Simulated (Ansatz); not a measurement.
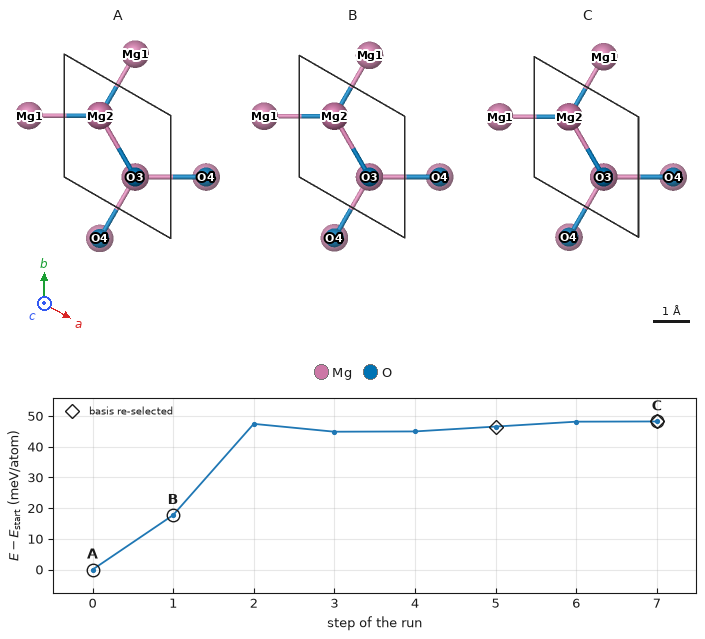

Frames of a relaxation of a crystal of MgO (set up in P6_3/mmc), marked on the history of the run. A ball-and-stick model of the cell of the calculation, seen along the c axis.

Case: relaxed at 18 GPa.

These are results of Ansatz, DFT PBEsol, scalar-relativistic, plane waves, PAW, not measurements. Settings: plane-wave cutoff 420 eV; k-point mesh 12 × 12 × 6; occupations fixed; target pressure 18 GPa; no spin polarisation; cell and atoms relaxed; force threshold 0.001 eV/Å; at most 60 steps.

**Describe the path.**

Over 5 accepted moves (7 points after the start) the energy rises by 48.2 meV per atom. With the target pressure of 18 GPa, the enthalpy E + pV changes by −22.8 meV per atom. All forces vanish by symmetry, so only the cell relaxes. The pressure goes from 6.99 to 17.99 GPa. At 2 points the geometry stayed and the basis and grid were re-selected for the new cell (energy shift of 1.6 meV per atom at most each time). No atom moves by more than 0.005 Å relative to the cell. Cell: a = b 3.435 → 3.363 Å (−2.1 %), c 4.133 → 4.054 Å (−1.9 %). Volume −6.0 %. Among the contacts that change: Mg1–Mg2 2.864 → 2.807 Å, Mg1–O4 1.983 → 1.942 Å, Mg1–O3 2.066 → 2.027 Å. The space group stays P6_3/mmc (No. 194). Cost: 25 s on 1 thread of Arm Neoverse V1 (shared host), peak memory 0.34 GiB. From step 0 to 1: volume −3.0 %, energy +17.8 meV per atom. From step 1 to 7: volume −3.1 %, energy +30.5 meV per atom.
